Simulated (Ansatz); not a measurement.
A periodic structure is given below.

```
Si Ti
1.0
     3.51705    0.00000    0.00000
     0.00000    3.55562    0.00000
     0.00000    0.00000   28.38289
Si Ti
8 4
Direct
  0.00000 0.25000 0.30195
  0.50000 0.75000 0.30222
  0.00000 0.75000 0.39145
  0.00000 0.25000 0.44787
  0.50000 0.25000 0.53757
  0.00000 0.75000 0.53808
  0.50000 0.75000 0.63062
  0.50000 0.25000 0.69285
  0.50000 0.25000 0.37146
  0.50000 0.75000 0.46786
  0.00000 0.25000 0.60686
  0.00000 0.75000 0.69805
```

> Interpret the file: composition, symmetry and coordination.

Formula: TiSi₂. Counting shared atoms by their share gives 4 Ti, 8 Si, or 12 atoms. Neighbours within bonding distance: Ti 6 to 10 (mean 9.0) and Si 6 to 8 (mean 7.5). Not all metal-metal contacts are counted. The bonds build TiSi2 layers parallel to (001).

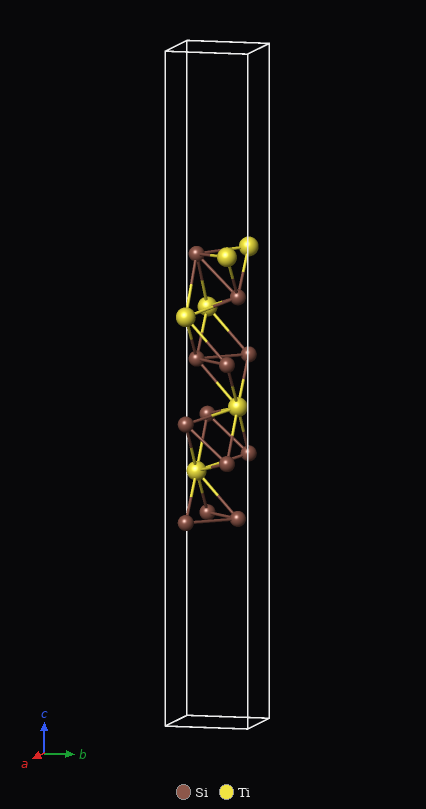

An orthographic ball-and-stick view of the structure, slightly off an axis. The lines enclose the simulation cell; boundary atoms appear with their images. Colours: titanium yellow, silicon brown.

The model was built from a structure listed in the Materials Project, from which a slab was cut. The atoms were relaxed in a fixed cell with DFT PBEsol, scalar-relativistic, plane waves, PAW in Ansatz 0.2.0, but for six held in place.

At this level of theory the run's own cell isn't at rest (forces up to 0.9 eV/Å), so its distances can differ from those at equilibrium, the more so the softer the solid.
